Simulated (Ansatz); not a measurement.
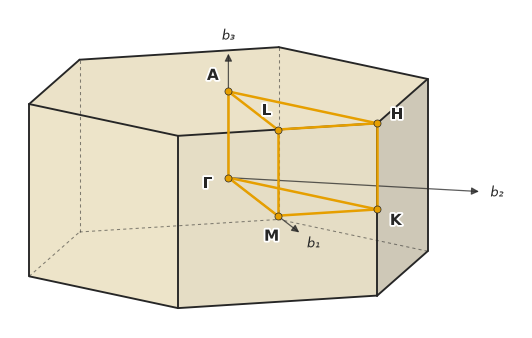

The first Brillouin zone and its special points. Crystal: Mo, the geometry relaxed with DFT, LDA (PW92), plane waves (420 eV) with PAW, scalar-relativistic (Ansatz); the starting structure was generated, so it need not be a known form of this composition. The drawing is computed from the coordinates (standard cell, symmetry found to 0.002 Å).

Space group P6₃/mmc (No. 194); a = 2.719 Å, b = 2.719 Å, c = 4.784 Å, α = 90.00°, β = 90.00°, γ = 120.00°.

Labels and path follow the convention of Hinuma et al. (2017), as computed by seekpath; the arrows show the directions of the reciprocal primitive vectors b₁, b₂, b₃, in which coordinates are given; lengths include the factor 2π.

> List the special points with their coordinates and distances from Γ.

| point | k₁ | k₂ | k₃ | length of k (1/Å) |
| --- | --- | --- | --- | --- |
| Γ | 0 | 0 | 0 | 0.000 |
| A | 0 | 0 | 1/2 | 0.657 |
| K | 1/3 | 1/3 | 0 | 1.540 |
| H | 1/3 | 1/3 | 1/2 | 1.674 |
| M | 1/2 | 0 | 0 | 1.334 |
| L | 1/2 | 0 | 1/2 | 1.487 |

> What is the zone's volume?

(2π)³ over the primitive cell's volume of 30.64 Å³: 8.1 Å⁻³.
